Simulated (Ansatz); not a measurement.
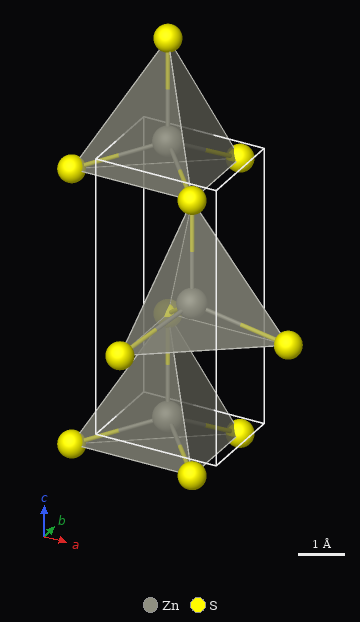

Figure 1. The structure (polyhedral view of the cell of the calculation, seen slightly off an axis; polyhedra are completed across the faces of the cell).

# ZnS: band-structure calculation (part 1 of 2)

The run: band-structure calculation of ZnS (P6₃mc, 4 atoms in the cell). Method and program: DFT, HSE06, plane waves, PAW, no spin polarisation (Ansatz 0.2.0).

The structure was built on a prototype by a generator. The geometry comes from this level: r2SCAN (a point of a series of strains).

Log
```
Warning: output.stress: scf.convergence.dr2_threshold = 1e-7 eV (the SCF's general default) is looser than the 4e-10 eV advised for a printed stress (1e-10 eV for each atom of the cell: 4). What an SCF threshold leaves in a stress goes as its square root, and in the free energy as the threshold itself, and one threshold admits the most on a small cell: of the crystals measured, under no hybrid functional and no lock of the moments, on runs that ended without the residual-converged pass, on stresses that held no estimate of that error, the worst erred by over 100 MPa in a component at 1e-7 eV an atom and by under 5 at 1e-10. Set scf.convergence.dr2_threshold to 4e-10 eV or tighter. The threshold is an SCF's pass mark: one that does not reach it within its budget of iterations ends unconverged, or closes short of it on a stop that the run arms, and scf.convergence.dr2_threshold's page says what that costs each kind of run
Warning: output.stress: scf.exx.energy_threshold = 1e-6 eV is looser than the 4e-8 eV advised for a stress under a hybrid functional (1e-8 eV for each atom of the cell: 4). Every SCF of the exchange loop can meet its threshold on dr2 while the loop round them stops early: no threshold on dr2 bounds what that leaves in the stress. Set scf.exx.energy_threshold to 4e-8 eV or tighter. The threshold is the loop's pass mark: a loop that does not reach it within its budget of cycles ends unconverged, and scf.exx.energy_threshold's page has the law
scf.n_extra_bands = 5 over 18 filled bands (N_el = 36.0): the run solves 23 bands
Engine: ansatz 0.2.0, x86_64-unknown-linux-gnu
Pseudopotentials: kind: paw
Pseudopotential: Zn, paw, valence charge 12, recommended cutoff 420 eV (normal), Zn.paw.azcp
Pseudopotential: S, paw, valence charge 6, recommended cutoff 420 eV (normal), S.paw.azcp
Functional definition: HSE06
  parameter a = 0.25
  parameter omega = 0.11/bohr
  exchange = pbe_x - a*pbe_x_sr(omega) + a*exact_x_sr(omega)
  correlation = pbe_c
davidson cushion auto → on  (no smearing: the cushion is to keep the highest requested band from converging to the state above it; pin scf.eigensolver.cushion to override)
Crystal: 4 atoms, lattice volume = 78.308 Å³
Basis set: ecut = 420 eV, 1521 PW (Γ), exchange–correlation on 54×54×90 points (8 copies of the dense FFT grid, shifted against one another)
Bands: 23, of which v1, the nominal top of the filled ones, is band 18 counted from 1 (17 counted from 0)
Symmetry: 12 space group operations
Space group: P63mc (ITA 186), of the structure as read, at distance tolerance 4.3e-5 Å
k-points: 21 of 144 (time reversal used)
Non-local potential: Zn, projectors of the file, l = 0: 2, l = 1: 2, l = 2: 3, l = 3: 1
Non-local potential: S, projectors of the file, l = 0: 2, l = 1: 2, l = 2: 2
PAW form: soft (Blöchl's): semilocal exchange-correlation on the pseudo side does not see the compensation charge
PAW frozen core: Zn, regenerated for the run's functional, and the local potential with it (the file was generated under x = pbe(κ = 0.804, μ = 0.2195149727645171), c = pbe(β = 0.06672455060314922))
PAW frozen core: S, regenerated for the run's functional, and the local potential with it (the file was generated under x = pbe(κ = 0.804, μ = 0.2195149727645171), c = pbe(β = 0.06672455060314922))
PAW one-centre angular grid: Zn, 590 points (default); XC on 64 Gauss nodes
PAW one-centre angular grid: S, 110 points (default); XC on 64 Gauss nodes
Initial density: superposition of atomic densities (neutral atoms: chi_scale 0, normalization atom), corrected by the library's trained network
Initial wavefunctions: pseudopotential atomic-orbital guess
Functional: x = pbe(κ = 0.804, μ = 0.2195149727645171), c = pbe(β = 0.06672455060314922), warm-up for x = pbe(κ = 0.804, μ = 0.2195149727645171) + 0.25 (exact − pbe) at short range (hse, ω = 0.20786987370883472 Å⁻¹), c = pbe(β = 0.06672455060314922); HSE06 as pw.x's `hse` composes it (authors' and Libxc's form: `xc: wpbeh`)
SCF iter   1: F=—  HF=-8445.437240 eV  |F-HF|=—  |Δ(HF+E_count)|=         —  Δρ=1.59e-3  dr2=1.75e-3  ethr=1.77e-3  ⟨swp⟩=9.8  Hψ=2637  notcnv=0
preconditioner: auto → none  [insulator: Δε(μ)=2.215 eV  Ē_g=11.122 eV  n_scr=22 (ndim 8)  ℏωp=25.2 eV  f_vac=0.038]
SCF iter   2: F=—  HF=-8445.438235 eV  |F-HF|=—  |Δ(HF+E_count)|=   9.95e-4  Δρ=1.23e-3  dr2=7.00e-4  ethr=4.85e-6  ⟨swp⟩=4.8  Hψ=1984  notcnv=0  defer=3
iter 3 solved again at ethr=4.38e-8 eV; its pass at ethr=1.94e-6 eV (dr2=1.58e-5 eV) is discarded
SCF iter   3: F=-8445.438028 eV  HF=-8445.437957 eV  |F-HF|=7.10e-5  |Δ(HF+E_count)|=   2.78e-4  Δρ=1.96e-4  dr2=1.68e-5  ethr=4.38e-8  ⟨swp⟩=3.3  Hψ=2614  notcnv=0  defer=1
SCF 1 stopped early in 3 iterations: F = -8445.438028 eV  dr2 = 1.68e-5
  greatest PAW one-centre occupation: 0.983 electrons in one spin orbital (limit 2), on the Zn atom at site 0 (counted from 0), in its partial waves of l = 2
Initial density: handed on by an earlier stage of this run
Initial wavefunctions: those handed on with the density
Functional: x = pbe(κ = 0.804, μ = 0.2195149727645171) + 0.25 (exact − pbe) at short range (hse, ω = 0.20786987370883472 Å⁻¹), c = pbe(β = 0.06672455060314922); HSE06 as pw.x's `hse` composes it (authors' and Libxc's form: `xc: wpbeh`)
Exchange kernel: α = 0.2500, screened, ω = 0.2079 Å⁻¹, Wigner–Seitz truncation, v(0) = 1046.5958 eV·Å³, q-mesh 6×6×4, nearest image of the exchange supercell L = 22.83 Å, pair-density grid 18×18×30, without the augmentation charges, whose exchange is taken in its separable form by FFT convolution over the k-point mesh (sized by the pseudopotential files, 24×24×45 at the most), smooth part of the exact exchange by density-matrix convolution
Frozen-core exchange: fock
SCF iter   1: F=—  HF=-8446.841436 eV  |F-HF|=—  |Δ(HF+E_count)|=         —  Δρ=2.19e-2  dr2=1.95e-1  ethr=4.66e-7  ⟨swp⟩=8.6  Hψ=3440  notcnv=0
preconditioner: auto → none  [insulator: Δε(μ)=3.415 eV  Ē_g=13.689 eV  n_scr=22 (ndim 8)  ℏωp=25.2 eV  f_vac=0.038]
SCF iter   2: F=—  HF=-8446.787114 eV  |F-HF|=—  |Δ(HF+E_count)|=   5.43e-2  Δρ=3.47e-3  dr2=1.32e-2  ethr=4.66e-7  ⟨swp⟩=6.0  Hψ=2574  notcnv=0
SCF iter   3: F=—  HF=-8446.774099 eV  |F-HF|=—  |Δ(HF+E_count)|=   1.30e-2  Δρ=3.26e-3  dr2=5.71e-3  ethr=4.66e-7  ⟨swp⟩=5.0  Hψ=2250  notcnv=0
SCF iter   4: F=—  HF=-8446.773860 eV  |F-HF|=—  |Δ(HF+E_count)|=   2.39e-4  Δρ=5.43e-4  dr2=2.55e-3  ethr=4.66e-7  ⟨swp⟩=4.0  Hψ=1760  notcnv=0
SCF iter   5: F=—  HF=-8446.794402 eV  |F-HF|=—  |Δ(HF+E_count)|=   2.05e-2  Δρ=2.12e-3  dr2=1.82e-3  ethr=4.29e-7  ⟨swp⟩=5.1  Hψ=2189  notcnv=0
SCF iter   6: F=—  HF=-8446.793726 eV  |F-HF|=—  |Δ(HF+E_count)|=   6.76e-4  Δρ=1.37e-4  dr2=5.31e-5  ethr=4.29e-7  ⟨swp⟩=4.0  Hψ=1770  notcnv=0
SCF iter   7: F=—  HF=-8446.794033 eV  |F-HF|=—  |Δ(HF+E_count)|=   3.07e-4  Δρ=2.67e-4  dr2=3.33e-5  ethr=2.29e-8  ⟨swp⟩=5.1  Hψ=1919  notcnv=0
SCF iter   8: F=-8446.794022 eV  HF=-8446.794021 eV  |F-HF|=3.87e-7  |Δ(HF+E_count)|=   1.15e-5  Δρ=1.41e-5  dr2=1.66e-6  ethr=2.29e-8  ⟨swp⟩=4.0  Hψ=1683  notcnv=0
SCF 2 stopped early in 8 iterations: F = -8446.794022 eV  dr2 = 1.66e-6
  Residual-converged pass: ⟨swp⟩=3.0  Hψ=1214  notcnv=0  max |occ|·‖R‖ = 6.3e-6 eV (tolerance 6.7e-6 eV)  dr2=1.66e-6  dr2_onsite=2.26e-8  max |Δocc| = 0.0e0
  greatest PAW one-centre occupation: 0.986 electrons in one spin orbital (limit 2), on the Zn atom at site 1 (counted from 0), in its partial waves of l = 2
hybrid outer 1: dexx = +2.164e-2 eV, tail = 7.64e-5 eV
Exchange kernel: α = 0.2500, screened, ω = 0.2079 Å⁻¹, Wigner–Seitz truncation, v(0) = 1046.5958 eV·Å³, q-mesh 6×6×4, nearest image of the exchange supercell L = 22.83 Å, pair-density grid 18×18×30, without the augmentation charges, whose exchange is taken in its separable form by FFT convolution over the k-point mesh (sized by the pseudopotential files, 24×24×45 at the most), smooth part of the exact exchange by density-matrix convolution
Frozen-core exchange: fock
SCF iter   1: F=—  HF=-8446.792852 eV  |F-HF|=—  |Δ(HF+E_count)|=         —  Δρ=1.04e-4  dr2=5.81e-6  ethr=1.06e-6  ⟨swp⟩=2.8  Hψ=1104  notcnv=0
preconditioner: auto → none  [insulator: Δε(μ)=3.443 eV  Ē_g=13.408 eV  n_scr=22 (ndim 8)  ℏωp=25.2 eV  f_vac=0.040]
SCF iter   2: F=—  HF=-8446.792852 eV  |F-HF|=—  |Δ(HF+E_count)|=   5.89e-7  Δρ=1.31e-5  dr2=6.86e-7  ethr=1.35e-8  ⟨swp⟩=4.0  Hψ=1632  notcnv=0
SCF iter   3: F=—  HF=-8446.792856 eV  |F-HF|=—  |Δ(HF+E_count)|=   4.37e-6  Δρ=2.00e-5  dr2=1.91e-7  ethr=1.39e-10  ⟨swp⟩=5.0  Hψ=2061  notcnv=0
SCF iter   4: F=—  HF=-8446.792856 eV  |F-HF|=—  |Δ(HF+E_count)|=   8.82e-8  Δρ=2.02e-6  dr2=4.01e-8  ethr=1.39e-10  ⟨swp⟩=4.0  Hψ=1761  notcnv=0
SCF iter   5: F=—  HF=-8446.792856 eV  |F-HF|=—  |Δ(HF+E_count)|=   1.97e-7  Δρ=3.45e-6  dr2=7.16e-9  ethr=4.26e-12  ⟨swp⟩=5.3  Hψ=1834  notcnv=0
SCF iter   6: F=—  HF=-8446.792856 eV  |F-HF|=—  |Δ(HF+E_count)|=   2.09e-9  Δρ=5.11e-8  dr2=5.06e-9  ethr=4.26e-12  ⟨swp⟩=4.0  Hψ=1639  notcnv=0
SCF iter   7: F=-8446.792856 eV  HF=-8446.792856 eV  |F-HF|=1.06e-10  |Δ(HF+E_count)|=   1.78e-8  Δρ=4.45e-7  dr2=3.45e-10  ethr=1.00e-12  ⟨swp⟩=5.4  Hψ=1448  notcnv=0
SCF 3 converged in 7 iterations: F = -8446.792856 eV  dr2 = 3.45e-10
  Residual-converged pass: ⟨swp⟩=3.0  Hψ=1084  notcnv=0  max |occ|·‖R‖ = 6.2e-7 eV (tolerance 6.3e-7 eV)  dr2=3.44e-10  dr2_onsite=8.47e-12  max |Δocc| = 0.0e0
```

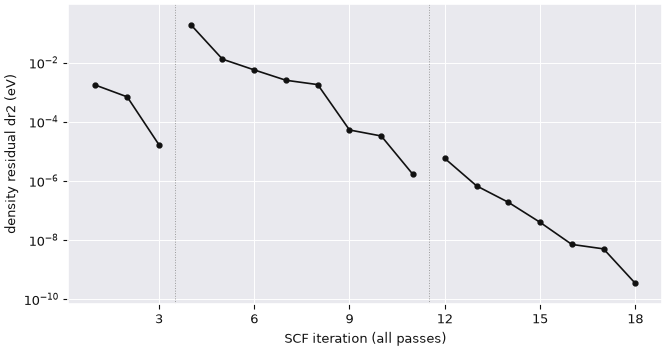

Figure 2. Convergence of the self-consistent field: density residual dr2 against the SCF iteration. The run starts with a semilocal functional; after that each stretch between dotted lines is one SCF of the hybrid functional between two exact rebuilds of the exchange operator by the outer loop. Early passes are stopped at a loose threshold. The passes take 3, 8 and 7 iterations.

```
hybrid outer 2: dexx = +2.264e-6 eV, tail = 2.64e-8 eV, Δε = 3.55e-3 eV (about 7.40e-5 eV left of the loop's levels), ΔF = 2.54e-4 eV/Å (tail 7.29e-5)
the search or the solves at the SCF's close seem to have found levels that the self-consistency loop had missed (the run counts 2). By its estimate they hold under 1e-12 electrons; where the run keeps them, the occupations were computed again with them
NSCF: frozen V_eff on 6 k-points
hybrid SCF converged: 2 outer / 15 inner (+3 warm-up), last move |dexx| = 2.26e-6 eV, tail = 2.64e-8 eV
Stability not checked: this state was not tested for a lower state beside it, because the functional holds exact exchange (a hybrid, or Hartree-Fock), whose exchange loop this test does not read (fock_operator; see scf.lower_state_search)
Free energy (F): -8446.792854 eV
Frozen-core exchange: fock
Harris-Foulkes:  -8446.792854 eV  (|F-HF|=1.06e-10)
Internal energy: -8446.792854 eV  (E = F + TS)
E sigma→0 (E₀):  -8446.792854 eV
Fermi energy:    5.174190 eV
--- Per-component energies (eV) ---
  E_band       = -51.515782
  E_kinetic    = 476.119553
  E_local      = -4098.209031  (includes V_loc(G=0)·N_el)
  E_nonlocal   = 1294.581202
  E_hartree    = 1724.405943
  E_xc         = -373.528896
  E_vxc        = -223.796796  (∫ρ·V_xc dr)
  E_exx        = -106.479954  (= α·E_x^exact, valence–valence)
  E_paw        = -4854.570262  (= ΣΔE_a)
  E_vpaw       = -736.061827  (= ΣTr[D̂ρ^β])
  E_aug_tail   = -0.000755  (compensation charges beyond the density's cutoff)
  E_ewald      = -2510.205292
  E_core_change = 1.094637  (= ΣΔE_core)
  E_smearing   = -0.000000  (= −TS)
  E_closure    = -0.000000  (closes the sum)
  Σ components = -8446.792854   (vs F -8446.792854, Δ=0.00e0)
--- Forces (eV/Å), atoms counted from 1 ---
  atom   1  Zn    -0.00000000    -0.00000000    -0.00188173
  atom   2  Zn     0.00000000     0.00000000    -0.00188173
  atom   3  S      0.00000000    -0.00000000     0.00185918
  atom   4  S     -0.00000000     0.00000000     0.00185918
  max |Σ_I F_I| component: 4.51e-5 eV/Å
--- Stress (GPa, compression-positive) ---
        1.644224       0.000000       0.000000
        0.000000       1.644224       0.000000
        0.000000       0.000000       1.503964
  P = ⅓ Tr σ = 1.5975 GPa (15.975 kbar)
--- Band table (eV; the first three rows and the last of 21) ---
  k-point 0: bands = ["-9.2253", "-8.2210", "-2.7664", "-2.7527", "-2.7527", "-2.6747", "-2.6747", "-2.3576", "-2.3576", "-2.2892", "-2.2892", "-2.0861", "-0.5057", "4.2194", "4.2194", "5.0897", "5.1742", "5.1742", "8.6181", "9.5219", "12.7660", "12.7660", "13.0329"]
  k-point 1: bands = ["-9.0965", "-8.3896", "-2.7535", "-2.7444", "-2.7444", "-2.6895", "-2.6895", "-2.3933", "-2.3452", "-2.3452", "-2.2968", "-2.2968", "0.3522", "3.9668", "4.3490", "4.3490", "5.0228", "5.0228", "9.5077", "9.6866", "12.7052", "12.8544", "12.8544"]
  k-point 2: bands = ["-8.7627", "-8.7627", "-2.7201", "-2.7201", "-2.7201", "-2.7201", "-2.6661", "-2.6661", "-2.3185", "-2.3185", "-2.3185", "-2.3185", "2.0649", "2.0649", "4.6752", "4.6752", "4.6752", "4.6752", "10.0147", "10.0147", "13.2206", "13.2206", "13.2206"]
  k-point 20: bands = ["-7.9583", "-7.9583", "-2.6039", "-2.6039", "-2.5867", "-2.5867", "-2.3835", "-2.3835", "-2.3577", "-2.3577", "-1.9397", "-1.9397", "0.0764", "0.0764", "1.8852", "1.8852", "3.7428", "3.7428", "10.9250", "10.9250", "12.6362", "12.6362", "14.0075"]
```
